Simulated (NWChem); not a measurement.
# triplet C4H6: levels of theory compared

Aim: a comparison of 5 runs (UHF/STO-3G, UHF/3-21G, UB3LYP/6-31G*, UMP3/def2-SVP) of triplet C4H6. 

Program for the calculation: NWChem 7.3.0.

1 further run of the same task is left out (set aside as unsound or not needed).

## Step 1: The system as given

The species is C4H6 (10 atoms), meant as a triplet with charge 0. SMILES of the parent species: `C1=CCC1`. The coordinates come from a PBE0-D4/def2-TZVP relaxation. That shape belongs to the parent species and isn't relaxed for this state.

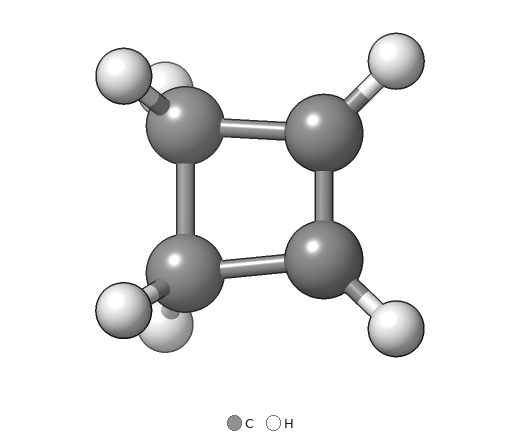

The structure, seen from a chosen angle (carbon grey, hydrogen white).

## Step 2: The energy at UHF/STO-3G (run 1)

c4h6.nw reads:

```
start c4h6
memory total 2200 mb
charge 0
geometry noautosym nocenter noautoz
   C       -0.330000       1.010500      -0.386400
   C       -1.095000       0.121800       0.249600
   C        0.015700      -0.884200       0.415100
   C        0.909300       0.154000      -0.327900
   H       -0.516400       1.994800      -0.800900
   H       -2.137500       0.111500       0.547000
   H       -0.118800      -1.833400      -0.110700
   H        0.317500      -1.095900       1.444600
   H        1.737300       0.553600       0.264000
   H        1.301000      -0.184000      -1.291300
end
basis "ao basis" spherical bse
   * library STO-3G
end
scf
   nopen 2
   uhf
   thresh 1e-08
   maxiter 80
   print low
end
task scf energy
```

Command:

```
$ nwchem c4h6.nw > c4h6.out
```

The log of the run:

```text
[...]
  functions       =    26
[...]
  wavefunction    = UHF
[...]
         Total SCF energy =   -152.913615234213
      One electron energy =   -431.633802356454
      Two electron energy =    165.025243129083
 Nuclear repulsion energy =    113.694943993158
                       Sz =      1.0000
                 Sz(Sz+1) =      2.0000
                      S^2 =      2.0249
[...]
```

Wall time 1.8 s (1 thread of Intel Xeon Platinum 8375C at 2.90GHz (Ice Lake), shared host); peak memory 0.099 GiB.

## Step 3: The energy at UHF/3-21G (run 2)

m1.nw reads:

```
start m1
title "C4H6 energy"
memory 2200 mb
charge 0

geometry units angstrom noautosym nocenter noautoz
   C     -0.330000     1.010500    -0.386400
   C     -1.095000     0.121800     0.249600
   C      0.015700    -0.884200     0.415100
   C      0.909300     0.154000    -0.327900
   H     -0.516400     1.994800    -0.800900
   H     -2.137500     0.111500     0.547000
   H     -0.118800    -1.833400    -0.110700
   H      0.317500    -1.095900     1.444600
   H      1.737300     0.553600     0.264000
   H      1.301000    -0.184000    -1.291300
end

basis "ao basis" spherical bse
   C library 3-21G
   H library 3-21G
end

scf
   nopen 2
   uhf
   thresh 1e-08
   maxiter 80
   print medium
end

task scf
```

Command:

```
$ nwchem m1.nw > m1.out
```

The log of the run:

```text
[...]
  functions       =    48
[...]
  wavefunction    = UHF
[...]
         Total SCF energy =   -153.901171050835
      One electron energy =   -431.421498763183
      Two electron energy =    163.825383719191
 Nuclear repulsion energy =    113.694943993158
                       Sz =      1.0000
                 Sz(Sz+1) =      2.0000
                      S^2 =      2.0241
[...]
```

Wall time 2.4 s (1 thread of Intel Xeon Platinum 8375C at 2.90GHz (Ice Lake), shared host); peak memory 0.099 GiB.

Runs 3 to 4 aren't shown in full; the table further down has their settings and results.

## Step 4: The energy at UMP3/def2-SVP (run 5)

c4h6.nw reads:

```
start c4h6
title "C4H6 energy"
memory stack 330 mb heap 110 mb global 1760 mb

geometry units angstrom noautosym nocenter noautoz
  C       -0.330000       1.010500      -0.386400
  C       -1.095000       0.121800       0.249600
  C        0.015700      -0.884200       0.415100
  C        0.909300       0.154000      -0.327900
  H       -0.516400       1.994800      -0.800900
  H       -2.137500       0.111500       0.547000
  H       -0.118800      -1.833400      -0.110700
  H        0.317500      -1.095900       1.444600
  H        1.737300       0.553600       0.264000
  H        1.301000      -0.184000      -1.291300
end

basis "ao basis" spherical bse
  * library def2-SVP
end

scf
  nopen 2
  uhf
  thresh 1e-08
  maxiter 80
end

tce
  scf
  mbpt3
  freeze core 4
  maxiter 60
end

task tce energy
```

Command:

```
$ nwchem c4h6.nw > c4h6.out
```

The log of the run:

```text
[...]
  functions       =    86
[...]
  wavefunction    = UHF
[...]
         Total SCF energy =   -154.662210605896
      One electron energy =   -432.533026916042
      Two electron energy =    164.175872316988
 Nuclear repulsion energy =    113.694943993158
                       Sz =      1.0000
                 Sz(Sz+1) =      2.0000
                      S^2 =      2.0232
[...]
         Wavefunction type : Unrestricted Hartree-Fock
          No. of electrons :    30
[...]
         Spin multiplicity : triplet
[...]
```

Wall time 40 s (1 thread of Intel Xeon Platinum 8375C at 2.90GHz (Ice Lake), shared host); peak memory 1.6 GiB.

## Step 5: The series

```
run                                level  iteration cap  module  energy (Eh)   ⟨S²⟩  wall time
  1                           UHF/STO-3G             80     scf  -152.913615  2.025      1.8 s
  2                            UHF/3-21G             80     scf  -153.901171  2.024      2.4 s
  3  UB3LYP/6-31G* (spherical functions)            100     dft  -155.807654  2.007       41 s
  4  UB3LYP/6-31G* (Cartesian functions)            100     dft  -155.810582  2.007       44 s
  5                        UMP3/def2-SVP             80     tce  -155.200475  2.023       40 s
```

## Step 6: What came out

```
                                                         quantity          value
                                              run 5: total energy  -155.20047 Eh
run 5: HOMO energy (Hartree–Fock orbitals) (highest over α and β)       -6.12 eV
 run 5: LUMO energy (Hartree–Fock orbitals) (lowest over α and β)        1.54 eV
               run 5: correlation energy (4 core orbitals frozen)     -538.3 mEh
                         run 5: ⟨S²⟩ of the reference determinant          2.023
```

**Reading.** Over runs 2, 3, 4 the dipole moment (its size) runs from 0.17 D (UHF/3-21G) to 0.34 D (UB3LYP/6-31G*). The two ends differ in method and basis. In run 1 the basis is minimal, so the values are rough. All runs together took 2.2 min, the longest 44 s.
